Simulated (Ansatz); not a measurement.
Geometry relaxation of MoSi2 (part 3 of 3)

MoSi2 (P6₃/mmc, 6 atoms in the cell); DFT, PBEsol, plane waves, PAW, no spin polarisation (Ansatz 0.2.0); cutoff 420 eV, 6×6×4 k-mesh, Fermi–Dirac smearing of 0.03 eV. The structure was built on a prototype by a generator.

Geometry of the input (Å; fractional positions):
```
4.0781  0.0000  0.0000
-2.0390  3.5317  0.0000
0.0000  0.0000  5.5459
Si 0.6667  0.3333  0.2500
Si 0.3333  0.6667  0.7500
Si 0.0000  0.0000  0.0000
Si 0.0000  0.0000  0.5000
Mo 0.6667  0.3333  0.7500
Mo 0.3333  0.6667  0.2500
```

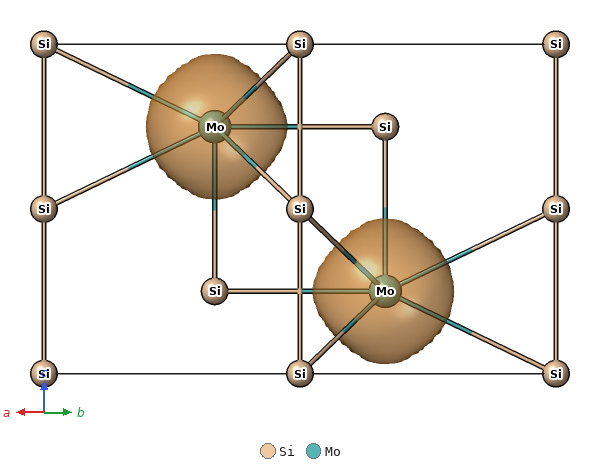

**Figure 1.** Isosurface of the valence pseudo-density at 0.6 e/Å³ (orange), seen along [110]. Sticks mark near contacts. The outline is the cell set on symmetry axes. At this value the density breaks into separate islands; it holds about 45 % of the electrons treated as valence (semicore included). It is pinched off along the Si–Mo (2.47 Å), Si–Si (2.47 Å), Si–Mo (2.56 Å) and Si–Mo (2.84 Å) contacts. On the grid the lowest density along these lines, outside the cores, is 0.47 e/Å³ (Si–Mo, 2.47 Å), 0.43 e/Å³ (Si–Si, 2.47 Å), 0.44 e/Å³ (Si–Mo, 2.56 Å) and 0.28 e/Å³ (Si–Mo, 2.84 Å).

Results in brief

- outcome: converged
- space group (tolerance 0.01 Å): P6₃/mmc (194)
- electrons treated: 44
- free energy: −12279.7697 eV
- Fermi energy: 15.552 eV
- band gap: none (metallic)
- pressure: 0.00 GPa
- final volume: 83.72 Å³
- largest force (length of the vector) at the end: under 0.001 eV/Å
- final cell: a = 4.428 Å, b = 4.428 Å, c = 4.932 Å, α = 90.00°, β = 90.00°, γ = 120.00°
- wall time: 12 s (CPU time 23 s)
- peak memory: 0.38 GiB
